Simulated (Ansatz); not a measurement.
## Geometry relaxation, with input and output: W (part 1 of 2)

- system: W (slab, 3 atoms in the cell)
- method: DFT, PBE, PAW with Ansatz's default frozen-core files, scalar-relativistic, no spin polarisation (Ansatz 0.2.0)

It belongs to a series of runs on one base structure; here: atoms relaxed, PAW files. Figures and captions count atoms from 1; the log counts them from 0 in places.

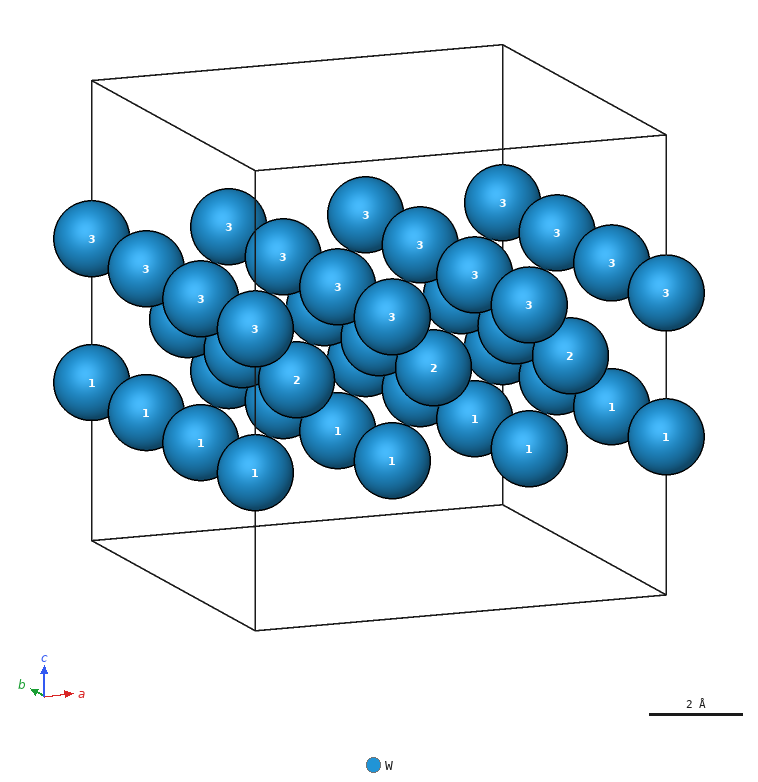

The input geometry (spheres-only view of the 3 × 3 repeat of the cell, with the vacuum cut short, seen slightly off an axis; atoms are numbered from 1 in the order of the input).

**Summary**

- outcome: converged
- electrons treated: 42
- free energy: −31149.2401 eV
- Fermi energy: 2.487 eV
- final volume: 194.41 Å³
- largest force (length of the vector) at the end: 0.005 eV/Å
- hardware: 1 thread of AMD EPYC (Zen 3), 32 GiB of memory available, shared host
- wall time: 37 s
- peak memory: 0.48 GiB

**Remarks**

The program warns: the SCF threshold is looser than advised for the printed stress. Spin–orbit coupling is left out, which matters for W.

**The input**
```yaml
crystal:
  lattice:
    - [3.18341857, 0.0, 0.0]
    - [0.0, 3.18341857, 0.0]
    - [0.0, 0.0, 19.1834]
  atoms:
    - { symbol: W, position: [0.0, 0.0, 0.4170267374] }
    - { symbol: W, position: [0.5, 0.5, 0.5] }
    - { symbol: W, position: [0.0, 0.0, 0.5829732626] }
kpoints:
  mp_grid: { grid: [11, 11, 1] }
scf:
  occupations: { method: fermi_dirac, width: 0.08 }
hamiltonian:
  xc: pbe
  pseudopotentials: { kind: paw }
output:
  forces: true
  stress: true
  eigenvalues: true
relax:
  f_tol: 0.01
  max_steps: 40
efield:
  axis: 3
  amplitude: 0
  dipole_correction: true
```

Launch command:
```bash
ansatz run input.yaml --threads 1 --pin off --max-ram 3584MiB --backend cpu --events-out ev --progress --plain --runs-dir out
```

**The program's output**
```
Warning: output.stress: scf.convergence.dr2_threshold = 1e-7 eV (the SCF's general default) is looser than the 3e-10 eV advised for a printed stress (1e-10 eV for each atom of the cell: 3). What an SCF threshold leaves in a stress goes as its square root, and in the free energy as the threshold itself, and one threshold admits the most on a small cell: of the crystals measured, under no hybrid functional and no lock of the moments, on runs that ended without the residual-converged pass, on stresses that held no estimate of that error, the worst erred by over 100 MPa in a component at 1e-7 eV an atom and by under 5 at 1e-10. Every solve of this run answers to scf.convergence.dr2_threshold, and the tensor of one is reported: a single SCF on the reported geometry and on this run's grids (its basis.xc_grid and basis.ecutrho_ratio typed), with scf.convergence.dr2_threshold at 3e-10 eV or tighter, prints it and tightens no other solve. Else set scf.convergence.dr2_threshold to 3e-10 eV or tighter. The threshold is an SCF's pass mark: one that does not reach it within its budget of iterations ends unconverged, or closes short of it on a stop that the run arms, and scf.convergence.dr2_threshold's page says what that costs each kind of run
Engine: ansatz 0.2.0, x86_64-unknown-linux-gnu
Pseudopotentials: kind: paw
Pseudopotential: W, paw, valence charge 14, recommended cutoff 420 eV (normal), W.paw.azcp
Functional definition: PBE
  parameter kappa = 0.804
  parameter beta = 0.06672455060314922
  exchange = pbe_x(kappa = kappa, mu = beta*pi^2/3)
  correlation = pbe_c(beta = beta)
Crystal: 3 atoms, lattice volume = 194.408 Å³
Basis set: ecut = 420 eV, 3825 PW (Γ), exchange–correlation on 48×48×270 points (8 copies of the dense FFT grid, shifted against one another)
Bands: 26, of which v1, the nominal top of the filled ones, is band 21 counted from 1 (20 counted from 0)
Symmetry: 8 space group operations
k-points: 21 of 121
Non-local potential: W, projectors of the file, l = 0: 3, l = 1: 2, l = 2: 2, l = 3: 1
PAW form: soft (Blöchl's): semilocal exchange-correlation on the pseudo side does not see the compensation charge
PAW one-centre angular grid: W, 590 points (default); XC on 64 Gauss nodes
Initial density: superposition of atomic densities (neutral atoms: chi_scale 0, normalization atom), corrected by the library's trained network
Initial wavefunctions: pseudopotential atomic-orbital guess
Functional: x = pbe(κ = 0.804, μ = 0.2195149727645171), c = pbe(β = 0.06672455060314922)
SCF iter   1: F=—  HF=-31149.081695 eV  |F-HF|=—  |Δ(HF+E_count)|=         —  Δρ=5.32e-3  dr2=9.71e-2  ethr=1.77e-3  p=0.000 e·Å  D=1.27e-13 V/Å  ΔV_dip=-0.00 eV  dr2_dipole=1.67e-7  V_vac-E_F(+/−)=4.39/4.39 eV  ⟨swp⟩=7.4  Hψ=2662  notcnv=0
efield: sawtooth ramp at fractional position 0.9500 (placed from the atoms, in the widest stretch of the axis that holds none; the zero of the levels goes with the place), width 0.1000; the density the first Hamiltonian is built on has a dipole p = 0.000 e·Å; the dipole correction subtracts the counter field D = 1.27e-13 V/Å, which shifts the + side's vacuum level by -0.00 eV against the − side's; the planar-averaged density in the ramp window peaks in size at 2.3e-5 e/Å³
preconditioner: auto → LDOS  [metal: Δε(μ)=0.116 eV  Ē_g=3.709 eV  σ=0.080 eV  W_gap=0.33  n_scr=32 (ndim 8)  ℏωp=11.3 eV  f_vac=0.618  D(μ)=3.94/eV (n_scr^D=10)  β→1.0]
SCF iter   2: F=—  HF=-31149.061867 eV  |F-HF|=—  |Δ(HF+E_count)|=   1.98e-2  Δρ=2.47e-3  dr2=2.36e-2  ethr=2.31e-4  p=-0.000 e·Å  D=-3.54e-7 V/Å  ΔV_dip=0.00 eV  dr2_dipole=2.95e-7  V_vac-E_F(+/−)=4.33/4.33 eV  ⟨swp⟩=2.3  Hψ=1105  notcnv=0
SCF iter   3: F=—  HF=-31149.059925 eV  |F-HF|=—  |Δ(HF+E_count)|=   1.94e-3  Δρ=7.41e-4  dr2=3.15e-3  ethr=5.63e-5  p=0.000 e·Å  D=6.95e-7 V/Å  ΔV_dip=-0.00 eV  dr2_dipole=5.36e-9  V_vac-E_F(+/−)=4.34/4.34 eV  ⟨swp⟩=2.0  Hψ=761  notcnv=0
SCF iter   4: F=—  HF=-31149.059975 eV  |F-HF|=—  |Δ(HF+E_count)|=   5.02e-5  Δρ=3.46e-4  dr2=4.65e-4  ethr=7.51e-6  p=0.000 e·Å  D=8.80e-7 V/Å  ΔV_dip=-0.00 eV  dr2_dipole=1.87e-9  V_vac-E_F(+/−)=4.34/4.34 eV  ⟨swp⟩=2.8  Hψ=817  notcnv=0
SCF iter   5: F=—  HF=-31149.060029 eV  |F-HF|=—  |Δ(HF+E_count)|=   5.42e-5  Δρ=1.11e-4  dr2=3.97e-5  ethr=1.11e-6  p=0.000 e·Å  D=5.45e-8 V/Å  ΔV_dip=-0.00 eV  dr2_dipole=5.60e-10  V_vac-E_F(+/−)=4.34/4.34 eV  ⟨swp⟩=2.0  Hψ=693  notcnv=0
SCF iter   6: F=—  HF=-31149.060031 eV  |F-HF|=—  |Δ(HF+E_count)|=   1.95e-6  Δρ=3.72e-5  dr2=6.78e-6  ethr=9.46e-8  p=-0.000 e·Å  D=-1.98e-7 V/Å  ΔV_dip=0.00 eV  dr2_dipole=3.18e-11  V_vac-E_F(+/−)=4.34/4.34 eV  ⟨swp⟩=2.0  Hψ=921  notcnv=0
SCF iter   7: F=-31149.060031 eV  HF=-31149.060031 eV  |F-HF|=5.01e-7  |Δ(HF+E_count)|=   2.41e-8  Δρ=9.86e-6  dr2=9.80e-7  ethr=5.95e-9  p=-0.000 e·Å  D=-2.01e-7 V/Å  ΔV_dip=0.00 eV  dr2_dipole=5.28e-13  V_vac-E_F(+/−)=4.34/4.34 eV  ⟨swp⟩=8.8  Hψ=2605  notcnv=0
SCF 1 converged in 7 iterations: F = -31149.060031 eV  dr2 = 9.80e-7
  greatest PAW one-centre occupation: 1.000 electrons in one spin orbital (limit 2), on the W atom at site 1 (counted from 0), in its partial waves of l = 0
relax step   1: F+E_penalty+E_count = -31149.06003083 eV  Δ(F+E_penalty+E_count) = +0.000e0 eV  max|allowed force component| = 1.513e0 eV/Å  Δτ_max = 0.0000 Å  (7 SCF iters, dr2 threshold 2.50e-6 eV, accepted)
Initial density: handed on by an earlier stage of this run
Initial wavefunctions: those handed on with the density
SCF iter   1: F=—  HF=-31149.349660 eV  |F-HF|=—  |Δ(HF+E_count)|=         —  Δρ=1.61e-2  dr2=1.40e0  ethr=3.10e-3  p=-0.000 e·Å  D=-2.01e-7 V/Å  ΔV_dip=0.00 eV  dr2_dipole=1.18e-14  V_vac-E_F(+/−)=4.31/4.31 eV  ⟨swp⟩=6.1  Hψ=2110  notcnv=0
efield: sawtooth ramp at fractional position 0.9500 (handed on by an earlier solve), width 0.1000; the density the first Hamiltonian is built on has a dipole p = -0.000 e·Å; the dipole correction subtracts the counter field D = -2.01e-7 V/Å, which shifts the + side's vacuum level by +0.00 eV against the − side's; the planar-averaged density in the ramp window peaks in size at 1.3e-6 e/Å³
preconditioner: auto → LDOS  [metal: Δε(μ)=0.013 eV  Ē_g=4.297 eV  σ=0.080 eV  W_gap=0.04  n_scr=32 (ndim 8)  ℏωp=11.3 eV  f_vac=0.637  D(μ)=6.27/eV (n_scr^D=50)  β→1.0]
SCF iter   2: F=—  HF=-31149.218038 eV  |F-HF|=—  |Δ(HF+E_count)|=   1.32e-1  Δρ=7.90e-3  dr2=3.53e-1  ethr=3.10e-3  p=-0.000 e·Å  D=-2.45e-6 V/Å  ΔV_dip=0.00 eV  dr2_dipole=4.75e-10  V_vac-E_F(+/−)=3.93/3.93 eV  ⟨swp⟩=2.5  Hψ=989  notcnv=0
SCF iter   3: F=—  HF=-31149.191092 eV  |F-HF|=—  |Δ(HF+E_count)|=   2.69e-2  Δρ=2.04e-3  dr2=2.96e-2  ethr=8.40e-4  p=-0.000 e·Å  D=-5.47e-6 V/Å  ΔV_dip=0.00 eV  dr2_dipole=1.02e-9  V_vac-E_F(+/−)=4.08/4.08 eV  ⟨swp⟩=2.4  Hψ=878  notcnv=0
SCF iter   4: F=—  HF=-31149.188077 eV  |F-HF|=—  |Δ(HF+E_count)|=   3.01e-3  Δρ=5.72e-4  dr2=7.43e-4  ethr=7.05e-5  p=-0.000 e·Å  D=-3.25e-6 V/Å  ΔV_dip=0.00 eV  dr2_dipole=1.98e-10  V_vac-E_F(+/−)=4.05/4.05 eV  ⟨swp⟩=3.0  Hψ=1025  notcnv=0
SCF iter   5: F=—  HF=-31149.188281 eV  |F-HF|=—  |Δ(HF+E_count)|=   2.04e-4  Δρ=1.64e-4  dr2=5.98e-5  ethr=1.77e-6  p=-0.000 e·Å  D=-2.36e-6 V/Å  ΔV_dip=0.00 eV  dr2_dipole=9.33e-11  V_vac-E_F(+/−)=4.05/4.05 eV  ⟨swp⟩=2.8  Hψ=946  notcnv=0
SCF iter   6: F=-31149.188340 eV  HF=-31149.188333 eV  |F-HF|=7.47e-6  |Δ(HF+E_count)|=   5.16e-5  Δρ=5.38e-5  dr2=8.77e-6  ethr=1.42e-7  p=-0.000 e·Å  D=-1.31e-6 V/Å  ΔV_dip=0.00 eV  dr2_dipole=1.06e-11  V_vac-E_F(+/−)=4.06/4.06 eV  ⟨swp⟩=9.4  Hψ=2655  notcnv=0
SCF 2 converged in 6 iterations: F = -31149.188340 eV  dr2 = 8.77e-6
relax step   2: F+E_penalty+E_count = -31149.18834017 eV  Δ(F+E_penalty+E_count) = -1.283e-1 eV  max|allowed force component| = 6.129e-1 eV/Å  Δτ_max = 0.1950 Å  (6 SCF iters, dr2 threshold 1.00e-4 eV, accepted)
SCF iter   1: F=—  HF=-31149.238401 eV  |F-HF|=—  |Δ(HF+E_count)|=         —  Δρ=4.05e-3  dr2=8.35e-2  ethr=1.48e-3  p=-0.000 e·Å  D=-1.31e-6 V/Å  ΔV_dip=0.00 eV  dr2_dipole=1.27e-11  V_vac-E_F(+/−)=4.08/4.08 eV  ⟨swp⟩=4.2  Hψ=1373  notcnv=0
efield: sawtooth ramp at fractional position 0.9500 (handed on by an earlier solve), width 0.1000; the density the first Hamiltonian is built on has a dipole p = -0.000 e·Å; the dipole correction subtracts the counter field D = -1.31e-6 V/Å, which shifts the + side's vacuum level by +0.00 eV against the − side's; the planar-averaged density in the ramp window peaks in size at 3.1e-6 e/Å³
preconditioner: auto → LDOS  [metal: Δε(μ)=0.014 eV  Ē_g=4.045 eV  σ=0.080 eV  W_gap=0.05  n_scr=32 (ndim 8)  ℏωp=11.3 eV  f_vac=0.632  D(μ)=6.52/eV (n_scr^D=50)  β→1.0]
SCF iter   2: F=—  HF=-31149.230958 eV  |F-HF|=—  |Δ(HF+E_count)|=   7.44e-3  Δρ=2.23e-3  dr2=2.89e-2  ethr=1.99e-4  p=-0.000 e·Å  D=-1.93e-6 V/Å  ΔV_dip=0.00 eV  dr2_dipole=9.71e-11  V_vac-E_F(+/−)=4.15/4.15 eV  ⟨swp⟩=2.5  Hψ=1067  notcnv=0
SCF iter   3: F=—  HF=-31149.228246 eV  |F-HF|=—  |Δ(HF+E_count)|=   2.71e-3  Δρ=4.20e-4  dr2=1.35e-3  ethr=6.87e-5  p=-0.000 e·Å  D=-9.32e-7 V/Å  ΔV_dip=0.00 eV  dr2_dipole=4.28e-12  V_vac-E_F(+/−)=4.13/4.13 eV  ⟨swp⟩=2.3  Hψ=919  notcnv=0
SCF iter   4: F=—  HF=-31149.228225 eV  |F-HF|=—  |Δ(HF+E_count)|=   2.09e-5  Δρ=1.27e-4  dr2=6.24e-5  ethr=3.21e-6  p=-0.000 e·Å  D=-6.65e-7 V/Å  ΔV_dip=0.00 eV  dr2_dipole=2.14e-12  V_vac-E_F(+/−)=4.14/4.14 eV  ⟨swp⟩=2.7  Hψ=886  notcnv=0
SCF iter   5: F=-31149.228240 eV  HF=-31149.228239 eV  |F-HF|=8.83e-7  |Δ(HF+E_count)|=   1.33e-5  Δρ=3.59e-5  dr2=5.54e-6  ethr=5.59e-8  p=-0.000 e·Å  D=-3.71e-7 V/Å  ΔV_dip=0.00 eV  dr2_dipole=3.00e-13  V_vac-E_F(+/−)=4.14/4.14 eV  ⟨swp⟩=10.1  Hψ=2854  notcnv=0
SCF 3 converged in 5 iterations: F = -31149.228240 eV  dr2 = 5.54e-6
relax step   3: F+E_penalty+E_count = -31149.22823957 eV  Δ(F+E_penalty+E_count) = -3.990e-2 eV  max|allowed force component| = 3.359e-1 eV/Å  Δτ_max = 0.0410 Å  (5 SCF iters, dr2 threshold 2.35e-5 eV, accepted)
iter 1 solved again at ethr=3.52e-4 eV; its pass at ethr=3.10e-3 eV (dr2=1.48e-1 eV) is discarded
```
